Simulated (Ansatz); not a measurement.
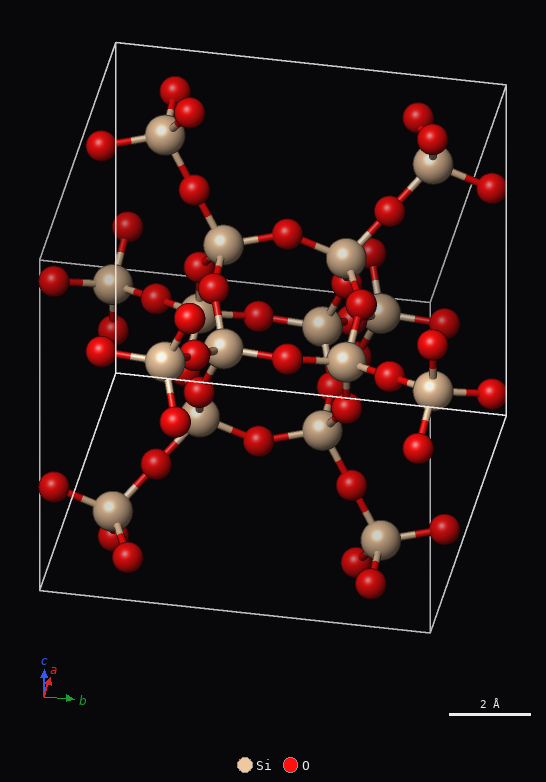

**Figure 1.** The structure as given in the input (ball-and-stick view of the cell 2 times as large as that of the calculation, set on its symmetry axes, seen at an oblique angle). Near neighbours in the crystal (not all of them lie inside the picture): Si has 4 O at 1.59 to 1.61 Å; O has 2 Si at 1.59 to 1.61 Å.

# SiO2: field-gradient calculation

- system: SiO2 (24 atoms in the cell)
- method: DFT, r2SCAN, plane-wave PAW, default files, scalar-relativistic, no spin polarisation (Ansatz 0.2.0)

The structure derives from a Materials Project entry. It belongs to a series of runs on one base structure; here: functional r2SCAN. Figures and captions count atoms from 1; the log counts them from 0 in places.

**Output**
```
Engine: ansatz 0.2.0, aarch64-unknown-linux-gnu
Pseudopotentials: kind: paw
Pseudopotential: Si, paw, valence charge 4, recommended cutoff 500 eV (meta_gga), Si.paw.azcp
Pseudopotential: O, paw, valence charge 6, recommended cutoff 500 eV (meta_gga), O.paw.azcp
Functional definition: r2SCAN
  parameter k0 = 0.174
  parameter k1 = 0.065
  parameter a1 = 4.9479
  exchange = r2scan_x(k0 = k0, k1 = k1, a1 = a1)
  correlation = r2scan_c
Crystal: 24 atoms, lattice volume = 482.648 Å³
Basis set: ecut = 500 eV, 12215 PW (Γ), exchange–correlation on 256×256×256 points (64 copies of the dense FFT grid, shifted against one another)
Bands: 88, of which v1, the nominal top of the filled ones, is band 64 counted from 1 (63 counted from 0)
Symmetry: 48 space group operations
Space group: Im-3m (ITA 229), of the structure as read, at distance tolerance 7.8e-5 Å
k-points: 4 of 27
Non-local potential: Si, projectors of the file, l = 0: 2, l = 1: 2, l = 2: 2
Non-local potential: O, projectors of the file, l = 0: 2, l = 1: 2, l = 2: 1
PAW form: soft (Blöchl's): semilocal exchange-correlation on the pseudo side does not see the compensation charge
PAW frozen core: Si, regenerated for the run's functional (the file was generated under x = pbe(κ = 0.804, μ = 0.2195149727645171), c = pbe(β = 0.06672455060314922))
PAW frozen core: O, regenerated for the run's functional (the file was generated under x = pbe(κ = 0.804, μ = 0.2195149727645171), c = pbe(β = 0.06672455060314922))
PAW one-centre angular grid: Si, 302 points (default); XC on 160 Gauss nodes
PAW one-centre angular grid: O, 302 points (default); XC on 160 Gauss nodes
Initial density: superposition of atomic densities (neutral atoms: chi_scale 0, normalization atom), corrected by the library's trained network
Initial wavefunctions: pseudopotential atomic-orbital guess
Functional: x = r2scan, c = r2scan; τ floored in thin density (d = 2e-4 eV/Å³)
SCF iter   1: F=—  HF=-14239.454812 eV  |F-HF|=—  |Δ(HF+E_count)|=         —  Δρ=5.79e-3  dr2=1.57e-1  dr2_τ=2.12e0  ethr=1.77e-3  ⟨swp⟩=7.8  Hψ=1869  notcnv=0  defer=24
preconditioner: auto → Resta (q_TF=auto, 2.187 Å⁻¹)  ε∞=2.2  [insulator: Δε(μ)=6.418 eV  Ē_g=17.732 eV  σ=0.020 eV  W_gap=1.00  n_scr=78 (ndim 8)  ℏωp=19.1 eV  f_vac=0.418  D(μ)=0.00/eV (n_scr^D=0)  ε∞_Penn≈2.2  vacuum switching on, ρ_ref=2.3e-2 e/Å³]
SCF iter   2: F=—  HF=-14240.135003 eV  |F-HF|=—  |Δ(HF+E_count)|=   6.80e-1  Δρ=3.66e-3  dr2=3.74e-2  dr2_τ=3.92e-3  ethr=1.23e-4  ⟨swp⟩=3.5  Hψ=726  notcnv=0  defer=68
SCF iter   3: F=—  HF=-14240.141415 eV  |F-HF|=—  |Δ(HF+E_count)|=   6.41e-3  Δρ=8.07e-4  dr2=2.37e-3  dr2_τ=5.64e-4  ethr=2.92e-5  ⟨swp⟩=4.2  Hψ=557  notcnv=0  defer=68
SCF iter   4: F=—  HF=-14240.141636 eV  |F-HF|=—  |Δ(HF+E_count)|=   2.21e-4  Δρ=2.37e-4  dr2=1.77e-4  dr2_τ=3.77e-5  ethr=1.85e-6  ⟨swp⟩=3.0  Hψ=587  notcnv=0  defer=68
SCF iter   5: F=—  HF=-14240.141588 eV  |F-HF|=—  |Δ(HF+E_count)|=   4.78e-5  Δρ=6.83e-5  dr2=8.98e-6  dr2_τ=1.93e-6  ethr=1.38e-7  ⟨swp⟩=2.0  Hψ=521  notcnv=0  defer=68
SCF iter   6: F=—  HF=-14240.141965 eV  |F-HF|=—  |Δ(HF+E_count)|=   3.78e-4  Δρ=1.97e-5  dr2=1.72e-6  dr2_τ=1.03e-7  ethr=7.01e-9  ⟨swp⟩=2.0  Hψ=574  notcnv=0  defer=68
SCF iter   7: F=-14240.141966 eV  HF=-14240.141966 eV  |F-HF|=3.63e-8  |Δ(HF+E_count)|=   3.43e-7  Δρ=2.74e-6  dr2=2.08e-8  dr2_τ=2.42e-9  ethr=7.81e-11  ⟨swp⟩=17.8  Hψ=2618  notcnv=0
SCF 1 converged in 7 iterations: F = -14240.141966 eV  dr2 = 2.08e-8
  greatest PAW one-centre occupation: 0.869 electrons in one spin orbital (limit 2), on the O atom at site 22 (counted from 0), in its partial waves of l = 0
SCF converged after 7 iterations
Free energy (F): -14240.141966 eV
Harris-Foulkes:  -14240.141966 eV  (|F-HF|=3.63e-8)
Internal energy: -14240.141966 eV  (E = F + TS)
E sigma→0 (E₀):  -14240.141966 eV
Fermi energy:    1.580076 eV
--- Per-component energies (eV) ---
  E_band       = -1134.856799
  E_kinetic    = 3242.936146
  E_local      = -13672.189037  (includes V_loc(G=0)·N_el)
  E_nonlocal   = 944.022317
  E_hartree    = 5486.143481
  E_xc         = -1599.545125
  E_vxc        = -2118.497258  (∫ρ·V_xc dr)
  E_paw        = -6736.306625  (= ΣΔE_a)
  E_vpaw       = -637.836677  (= ΣTr[D̂ρ^β])
  E_aug_tail   = 0.016554  (compensation charges beyond the density's cutoff)
  E_vtau       = 134.398138  (kinetic-family band-sum trace: ∫τ·v_τ [+ j·A + Jᵃ·Aᵃ] dr)
  E_ewald      = -1904.097160
  E_core_change = -1.122519  (= ΣΔE_core)
  E_smearing   = -0.000000  (= −TS)
  E_closure    = -0.000000  (closes the sum)
  Σ components = -14240.141966   (vs F -14240.141966, Δ=0.00e0)
--- Forces (eV/Å), atoms counted from 1 ---
  atom   1  Si    -0.05987018    -0.05987018    -0.05987018
  atom   2  Si    -0.05987018     0.05987018    -0.05987018
  atom   3  Si    -0.05987018    -0.05987018     0.05987018
  atom   4  Si     0.05987018    -0.05987018    -0.05987018
  atom   5  Si     0.05987018     0.05987018    -0.05987018
  atom   6  Si    -0.05987018     0.05987018     0.05987018
  atom   7  Si     0.05987018    -0.05987018     0.05987018
  atom   8  Si     0.05987018     0.05987018     0.05987018
  atom   9  O      0.00000000     0.00000000     0.00000000
  atom  10  O      0.00000000     0.00000000    -0.00000000
  atom  11  O     -0.00000000    -0.00000000    -0.00000000
  atom  12  O      0.00000000    -0.00000000     0.00000000
  atom  13  O      0.01386082     0.01386082    -0.00000000
  atom  14  O      0.01386082     0.00000000     0.01386082
  atom  15  O      0.01386082     0.00000000    -0.01386082
  atom  16  O     -0.00000000     0.01386082    -0.01386082
  atom  17  O     -0.00000000     0.01386082     0.01386082
  atom  18  O     -0.01386082     0.01386082     0.00000000
  atom  19  O      0.01386082    -0.01386082    -0.00000000
  atom  20  O     -0.01386082    -0.00000000     0.01386082
  atom  21  O      0.00000000    -0.01386082    -0.01386082
  atom  22  O     -0.01386082    -0.00000000    -0.01386082
  atom  23  O      0.00000000    -0.01386082     0.01386082
  atom  24  O     -0.01386082    -0.01386082     0.00000000
  max |Σ_I F_I| component: 5.72e-17 eV/Å
--- Stress (GPa, compression-positive) ---
        0.064357      -0.000000      -0.000000
        0.000000       0.064357      -0.000000
        0.000000       0.000000       0.064357
  P = ⅓ Tr σ = 0.0644 GPa (0.644 kbar)
--- PAW observables at the nuclei: V_zz in 10²¹ V/m², potentials from the cell's mean, atoms counted from 1 ---
  atom   1  Si V_zz =    -0.644728   η = 0.0000   by run symmetry: allowed
            electrostatic potential = -1350.061148 V   contact ρ = 12779.297773 e/Å³
  atom   2  Si V_zz =    -0.644728   η = 0.0000   by run symmetry: allowed
            electrostatic potential = -1350.061148 V   contact ρ = 12779.297773 e/Å³
  atom   3  Si V_zz =    -0.644728   η = 0.0000   by run symmetry: allowed
            electrostatic potential = -1350.061148 V   contact ρ = 12779.297773 e/Å³
  atom   4  Si V_zz =    -0.644728   η = 0.0000   by run symmetry: allowed
            electrostatic potential = -1350.061148 V   contact ρ = 12779.297773 e/Å³
  atom   5  Si V_zz =    -0.644728   η = 0.0000   by run symmetry: allowed
            electrostatic potential = -1350.061148 V   contact ρ = 12779.297773 e/Å³
  atom   6  Si V_zz =    -0.644728   η = 0.0000   by run symmetry: allowed
            electrostatic potential = -1350.061148 V   contact ρ = 12779.297773 e/Å³
  atom   7  Si V_zz =    -0.644728   η = 0.0000   by run symmetry: allowed
            electrostatic potential = -1350.061148 V   contact ρ = 12779.297773 e/Å³
  atom   8  Si V_zz =    -0.644728   η = 0.0000   by run symmetry: allowed
            electrostatic potential = -1350.061148 V   contact ρ = 12779.297773 e/Å³
  atom   9  O  V_zz =   +10.310729   η = 0.0000   by run symmetry: allowed   C_q = -6.3774 MHz
            electrostatic potential = -615.197787 V   contact ρ = 2147.271289 e/Å³
  atom  10  O  V_zz =   +10.310729   η = 0.0000   by run symmetry: allowed   C_q = -6.3774 MHz
            electrostatic potential = -615.197787 V   contact ρ = 2147.271289 e/Å³
  atom  11  O  V_zz =   +10.310729   η = 0.0000   by run symmetry: allowed   C_q = -6.3774 MHz
            electrostatic potential = -615.197787 V   contact ρ = 2147.271289 e/Å³
  atom  12  O  V_zz =   +10.310729   η = 0.0000   by run symmetry: allowed   C_q = -6.3774 MHz
            electrostatic potential = -615.197787 V   contact ρ = 2147.271289 e/Å³
  atom  13  O  V_zz =    +9.260309   η = 0.2270   by run symmetry: allowed   C_q = -5.7277 MHz
            electrostatic potential = -615.268182 V   contact ρ = 2148.371984 e/Å³
  atom  14  O  V_zz =    +9.260309   η = 0.2270   by run symmetry: allowed   C_q = -5.7277 MHz
            electrostatic potential = -615.268182 V   contact ρ = 2148.371984 e/Å³
  atom  15  O  V_zz =    +9.260309   η = 0.2270   by run symmetry: allowed   C_q = -5.7277 MHz
            electrostatic potential = -615.268182 V   contact ρ = 2148.371984 e/Å³
  atom  16  O  V_zz =    +9.260309   η = 0.2270   by run symmetry: allowed   C_q = -5.7277 MHz
            electrostatic potential = -615.268182 V   contact ρ = 2148.371984 e/Å³
  atom  17  O  V_zz =    +9.260309   η = 0.2270   by run symmetry: allowed   C_q = -5.7277 MHz
            electrostatic potential = -615.268182 V   contact ρ = 2148.371984 e/Å³
  atom  18  O  V_zz =    +9.260309   η = 0.2270   by run symmetry: allowed   C_q = -5.7277 MHz
            electrostatic potential = -615.268182 V   contact ρ = 2148.371984 e/Å³
  atom  19  O  V_zz =    +9.260309   η = 0.2270   by run symmetry: allowed   C_q = -5.7277 MHz
            electrostatic potential = -615.268182 V   contact ρ = 2148.371984 e/Å³
  atom  20  O  V_zz =    +9.260309   η = 0.2270   by run symmetry: allowed   C_q = -5.7277 MHz
            electrostatic potential = -615.268182 V   contact ρ = 2148.371984 e/Å³
  atom  21  O  V_zz =    +9.260309   η = 0.2270   by run symmetry: allowed   C_q = -5.7277 MHz
            electrostatic potential = -615.268182 V   contact ρ = 2148.371984 e/Å³
  atom  22  O  V_zz =    +9.260309   η = 0.2270   by run symmetry: allowed   C_q = -5.7277 MHz
            electrostatic potential = -615.268182 V   contact ρ = 2148.371984 e/Å³
  atom  23  O  V_zz =    +9.260309   η = 0.2270   by run symmetry: allowed   C_q = -5.7277 MHz
            electrostatic potential = -615.268182 V   contact ρ = 2148.371984 e/Å³
  atom  24  O  V_zz =    +9.260309   η = 0.2270   by run symmetry: allowed   C_q = -5.7277 MHz
            electrostatic potential = -615.268182 V   contact ρ = 2148.371984 e/Å³
--- Band table (eV) ---
  k-point 0: bands = ["-22.0517", "-21.1669", "-21.1669", "-21.1669", "-21.1495", "-21.1495", "-21.1495", "-20.1384", "-20.0410", "-20.0410", "-20.0410", "-19.9897", "-19.9897", "-19.9701", "-19.9701", "-19.9701", "-11.4780", "-9.5288", "-9.5288", "-9.5288", "-8.9401", "-8.9401", "-8.9401", "-7.2455", "-7.2455", "-7.2455", "-7.1352", "-7.1352", "-6.9766", "-6.9766", "-6.9766", "-6.5285", "-5.5792", "-4.7555", "-4.7555", "-4.7555", "-4.6570", "-4.6570", "-4.2135", "-4.2135", "-4.2135", "-3.6302", "-3.6302", "-3.6302", "-3.4891", "-3.4891", "-3.4891", "-3.0676", "-3.0676", "-3.0676", "-3.0231", "-3.0231", "-2.9540", "-2.9540", "-2.9540", "-2.8790", "-2.8790", "-2.8790", "-2.6174", "-2.6174", "-1.7160", "-1.7160", "-1.7160", "-1.5837", "4.6846", "6.6618", "7.7853", "7.7853", "7.8088", "7.8088", "7.8088", "8.0580", "8.3318", "8.3318", "8.3318", "8.5807", "8.5807", "8.5807", "9.2101", "9.2101", "9.2101", "10.5217", "10.5217", "10.5217", "10.6874", "10.7987", "10.7987", "10.7987"]
  k-point 1: bands = ["-21.9582", "-21.5273", "-21.4177", "-21.1679", "-21.1483", "-20.8766", "-20.7283", "-20.2266", "-20.1172", "-20.0626", "-20.0430", "-19.9937", "-19.9937", "-19.9681", "-19.9663", "-19.9641", "-11.1570", "-10.1806", "-9.8983", "-9.5006", "-8.9832", "-8.6035", "-8.4009", "-7.3724", "-7.2388", "-7.2051", "-7.0867", "-7.0860", "-7.0661", "-6.9741", "-6.9029", "-6.6762", "-5.4794", "-4.8287", "-4.7899", "-4.7661", "-4.6647", "-4.6548", "-4.1436", "-4.1085", "-4.0413", "-3.8500", "-3.7185", "-3.6445", "-3.6264", "-3.4579", "-3.3884", "-3.2998", "-3.1597", "-3.0768", "-3.0712", "-3.0582", "-2.9919", "-2.9330", "-2.9127", "-2.9088", "-2.8861", "-2.8832", "-2.2966", "-2.1607", "-1.8917", "-1.8734", "-1.7714", "-1.5887", "5.1375", "6.3918", "6.9358", "7.4939", "7.6807", "7.6950", "7.9229", "8.2016", "8.3503", "8.6365", "8.6574", "8.7787", "8.8731", "9.0571", "9.4940", "9.6421", "9.6647", "9.8539", "9.9500", "10.0191", "10.0587", "10.0851", "10.2625", "10.3936"]
  k-point 2: bands = ["-21.8823", "-21.5605", "-21.5605", "-21.2942", "-21.0231", "-20.6681", "-20.6681", "-20.3996", "-20.0827", "-20.0827", "-20.0578", "-19.9955", "-19.9955", "-19.9653", "-19.9653", "-19.9625", "-10.8583", "-10.2989", "-10.2989", "-9.5611", "-8.9243", "-8.3309", "-8.3309", "-7.4879", "-7.2517", "-7.1615", "-7.1615", "-6.9977", "-6.9752", "-6.9752", "-6.8547", "-6.8547", "-5.4138", "-4.8363", "-4.8363", "-4.7801", "-4.6601", "-4.6601", "-4.0641", "-4.0641", "-3.9695", "-3.8327", "-3.8327", "-3.7033", "-3.7033", "-3.4782", "-3.4055", "-3.2839", "-3.2839", "-3.0689", "-3.0689", "-3.0448", "-2.9267", "-2.9267", "-2.9082", "-2.8966", "-2.8870", "-2.8870", "-2.0791", "-2.0541", "-2.0541", "-1.8750", "-1.8750", "-1.5912", "5.5689", "6.3503", "6.3503", "7.0046", "7.5117", "8.2024", "8.2024", "8.2559", "8.4507", "8.4507", "8.9603", "9.1327", "9.1327", "9.2389", "9.4936", "9.4936", "9.6179", "9.8385", "9.8385", "9.8421", "9.9046", "9.9046", "10.0588", "10.1058"]
  k-point 3: bands = ["-21.8535", "-21.5599", "-21.5599", "-21.4067", "-20.9304", "-20.6702", "-20.6702", "-20.3570", "-20.1103", "-20.0820", "-20.0820", "-19.9979", "-19.9974", "-19.9625", "-19.9625", "-19.9620", "-10.8627", "-10.3139", "-10.3139", "-9.5005", "-8.9389", "-8.2508", "-8.2508", "-7.7214", "-7.2959", "-7.2463", "-7.2463", "-6.9492", "-6.9492", "-6.9124", "-6.8106", "-6.7407", "-5.3980", "-4.8442", "-4.8442", "-4.8371", "-4.6876", "-4.6711", "-4.2143", "-4.1095", "-3.9360", "-3.9360", "-3.7716", "-3.6253", "-3.6253", "-3.5183", "-3.2459", "-3.2459", "-3.1201", "-3.0663", "-3.0663", "-3.0056", "-2.9464", "-2.9237", "-2.9237", "-2.8683", "-2.8683", "-2.8634", "-2.3781", "-2.0966", "-2.0966", "-1.8967", "-1.7500", "-1.5947", "5.5183", "6.4379", "7.0114", "7.0114", "7.0350", "7.4754", "8.0139", "8.4979", "8.6416", "8.6416", "8.8204", "8.8204", "8.8222", "9.0619", "9.1384", "9.6000", "9.6000", "9.7528", "9.7602", "9.8611", "9.9019", "9.9019", "10.1977", "10.6620"]
--- Löwdin populations: 24 sites ---
  site symbol       q [e]
     0     Si      2.1138
     1     Si      2.1138
     2     Si      2.1138
     3     Si      2.1138
     4     Si      2.1138
     5     Si      2.1138
     6     Si      2.1138
     7     Si      2.1138
     8      O      6.8290
     9      O      6.8290
    10      O      6.8290
    11      O      6.8290
    12      O      6.8344
    13      O      6.8344
    14      O      6.8344
    15      O      6.8344
    16      O      6.8344
    17      O      6.8344
    18      O      6.8344
    19      O      6.8344
    20      O      6.8344
    21      O      6.8344
    22      O      6.8344
    23      O      6.8344
  spilling = 0.013754 (of n_electrons = 128.000000)
```

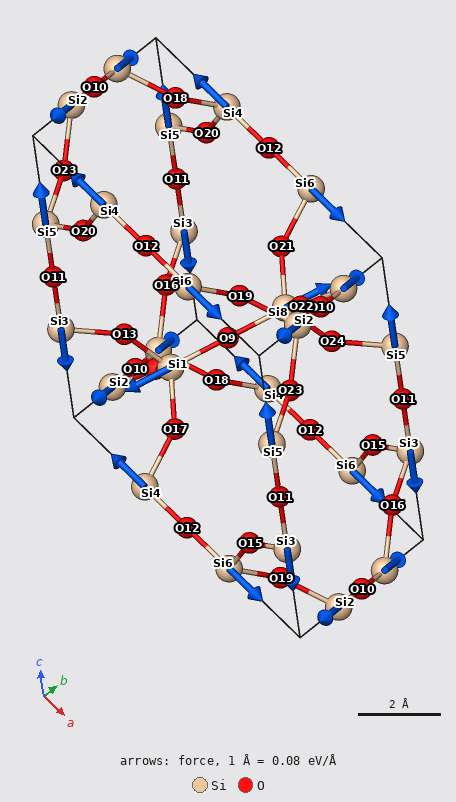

**Figure 2.** Forces on the atoms as blue arrows (ball-and-stick view of the cell of the calculation, seen slightly off an axis; atoms are numbered from 1 in the order of the input). The largest act on all 8 Si atoms (0.10 eV/Å). The geometry is not a stationary point of this energy.

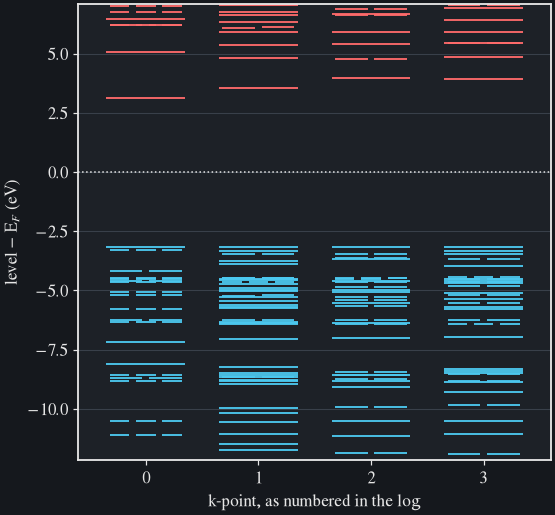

**Figure 3.** Kohn–Sham levels near the Fermi level (dotted) at the few k-points that the log prints; levels within 0.02 eV of each other stand side by side. Among these points the highest filled and lowest empty levels are 6.27 eV apart, which is the gap on the mesh.

This output came from the following input.

**Input file**
```yaml
crystal:
  lattice:
    - [-4.94147894, 4.94147894, 4.94147894]
    - [4.94147894, -4.94147894, 4.94147894]
    - [4.94147894, 4.94147894, -4.94147894]
  atoms:
    - { symbol: Si, position: [0.3138788, 0.3138788, 0.3138788] }
    - { symbol: Si, position: [0.0, 0.3138788, 0.0] }
    - { symbol: Si, position: [0.0, 0.0, 0.3138788] }
    - { symbol: Si, position: [0.3138788, 0.0, 0.0] }
    - { symbol: Si, position: [0.0, 0.0, 0.6861212] }
    - { symbol: Si, position: [0.6861212, 0.0, 0.0] }
    - { symbol: Si, position: [0.0, 0.6861212, 0.0] }
    - { symbol: Si, position: [0.6861212, 0.6861212, 0.6861212] }
    - { symbol: O, position: [0.5, 0.5, 0.5] }
    - { symbol: O, position: [0.0, 0.5, 0.0] }
    - { symbol: O, position: [0.0, 0.0, 0.5] }
    - { symbol: O, position: [0.5, 0.0, 0.0] }
    - { symbol: O, position: [0.18888488, 0.18888488, 0.37776976] }
    - { symbol: O, position: [0.18888488, 0.37776976, 0.18888488] }
    - { symbol: O, position: [0.81111512, 0.0, 0.18888488] }
    - { symbol: O, position: [0.0, 0.81111512, 0.18888488] }
    - { symbol: O, position: [0.37776976, 0.18888488, 0.18888488] }
    - { symbol: O, position: [0.18888488, 0.81111512, 0.0] }
    - { symbol: O, position: [0.81111512, 0.18888488, 0.0] }
    - { symbol: O, position: [0.18888488, 0.0, 0.81111512] }
    - { symbol: O, position: [0.62223024, 0.81111512, 0.81111512] }
    - { symbol: O, position: [0.81111512, 0.62223024, 0.81111512] }
    - { symbol: O, position: [0.0, 0.18888488, 0.81111512] }
    - { symbol: O, position: [0.81111512, 0.81111512, 0.62223024] }
kpoints:
  mp_grid: { grid: [3, 3, 3] }
scf:
  occupations: { method: fermi_dirac, width: 0.02 }
hamiltonian:
  xc: r2scan
  pseudopotentials: { kind: paw }
output:
  forces: true
  stress: true
  populations: true
  efg: { quadrupole_moments_barn: { O: -0.02558 }, contact_densities: true }
```

Command:
```bash
ansatz run input.yaml --threads 1 --pin off --max-ram 2560MiB --backend cpu --events-out ev --progress --plain --runs-dir out
```

**Results in brief**

- outcome: converged
- space group (tolerance 0.01 Å): Im-3m (229)
- electrons treated: 128
- free energy: −14240.1420 eV
- Fermi energy: 1.580 eV
- gap on the k-point mesh: 6.27 eV
- pressure: 0.06 GPa
- field gradient V_zz (10²¹ V/m²): Si −0.64, Si −0.64, Si −0.64, Si −0.64, Si −0.64, Si −0.64, Si −0.64, Si −0.64 (the first 8 of 24 sites)
- largest force (length of the vector): 0.104 eV/Å
- hardware: 1 thread of an Arm (aarch64) CPU, shared host
- wall time: 51 s
- peak memory: 1.8 GiB
